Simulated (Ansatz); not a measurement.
Start from this file.

```yaml
crystal:
  lattice:
    - [4.57698, 0.00000, 0.00000]
    - [0.00000, 4.57698, 0.00000]
    - [0.00000, 0.00000, 4.68861]
  atoms:
    - { symbol: Al, position: [0.00000, 0.00000, 0.00000] }
    - { symbol: Ga, position: [0.50000, 0.50000, 0.00000] }
    - { symbol: Ga, position: [0.50000, 0.00000, 0.50000] }
    - { symbol: Ga, position: [0.00000, 0.50000, 0.50000] }
    - { symbol: N, position: [0.75535, 0.75535, 0.24465] }
    - { symbol: N, position: [0.75535, 0.24465, 0.75535] }
    - { symbol: N, position: [0.24465, 0.75535, 0.75535] }
    - { symbol: N, position: [0.24465, 0.24465, 0.24465] }
```

> Describe what this structure looks like.

The stoichiometry is AlGa3N4. Space group P-42m (No. 111), lattice primitive tetragonal. The cell comprises 1 formula unit: 1 Al, 3 Ga, 4 N. Al bonds to four N in a tetrahedral arrangement at 1.96 Å. The coordination shell of Ga holds four N in a tetrahedral arrangement at 2.01 Å. About every N there are three Ga and one Al in a tetrahedral arrangement (2.01 Å to Ga, 1.96 Å to Al). The bonds build a three-dimensional framework.

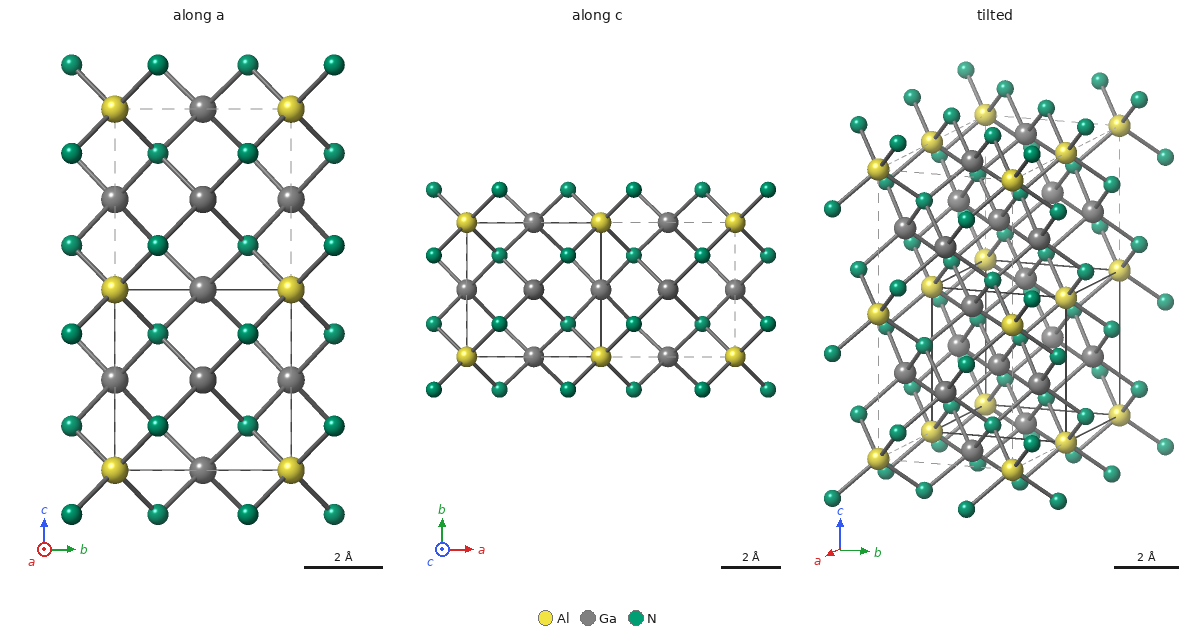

View along the a axis, along the c axis and slightly off an axis, drawn as a ball-and-stick model. Shown are 2×1×2 repeats of the conventional unit cell, one of them outlined in solid lines. Some neighbours outside the box are added.

Its origin is a structure listed in the Materials Project. The cell was then strained or its atoms displaced on purpose. Ansatz was used for an electronic-structure calculation on it.

At this level of theory the run's own cell isn't at rest (stretched, at -16 GPa), so its distances can differ from those at equilibrium, the more so the softer the solid.
